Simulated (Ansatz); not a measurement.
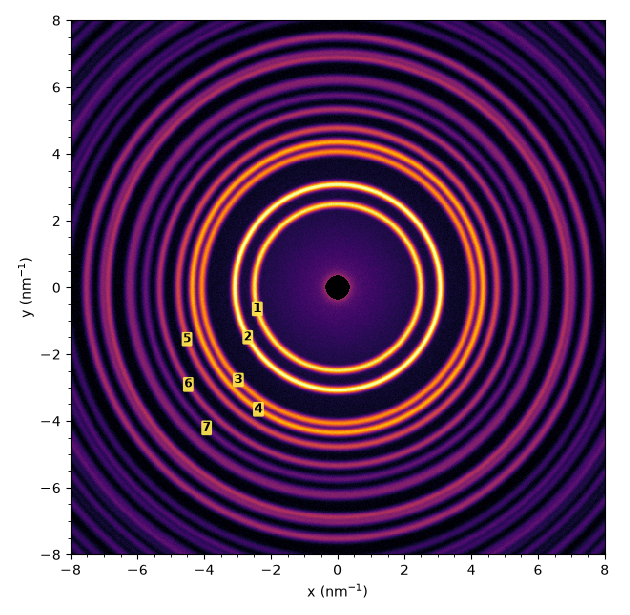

Simulated electron diffraction rings at 200 kV (λ = 0.0251 Å), scale in nm⁻¹ (radius = 1/d), for a mixture of two phases. Kinematic intensities with B = 1.0 Å² for all atoms, without multiple scattering; brightness goes as intensity to the power 0.5, clipped at the top, with counting noise. Reflections closer than the ring width show as one ring.

Phase I: Tl (Fd-3m), a = 6.954 Å, b = 6.954 Å, c = 6.954 Å, α = 90.00°, β = 90.00°, γ = 90.00°; the end point of a relaxation with DFT, r2SCAN, plane waves (500 eV) with PAW, scalar-relativistic in Ansatz; the starting structure was generated, so it need not be a known form of this composition.
Phase II: Tl (Pm-3m), a = 3.249 Å, b = 3.249 Å, c = 3.249 Å, α = 90.00°, β = 90.00°, γ = 90.00°; the input geometry of an electronic-structure calculation (not necessarily at equilibrium); the starting structure was generated, so it need not be a known form of this composition.
Volume fractions 0.5 and 0.5.

**Assign each numbered ring to its phase and index it.**

| ring | radius | d (Å) | phase | hkl |
| --- | --- | --- | --- | --- |
| 1 | 2.49 nm⁻¹ | 4.02 | I | 111 |
| 2 | 3.08 nm⁻¹ | 3.25 | II | 100 |
| 3 | 4.07 nm⁻¹ | 2.46 | I | 220 |
| 4 | 4.35 nm⁻¹ | 2.30 | II | 110 |
| 5 | 4.77 nm⁻¹ | 2.10 | I | 311 |
| 6 | 5.33 nm⁻¹ | 1.876 | II | 111 |
| 7 | 5.75 nm⁻¹ | 1.739 | I | 400 |
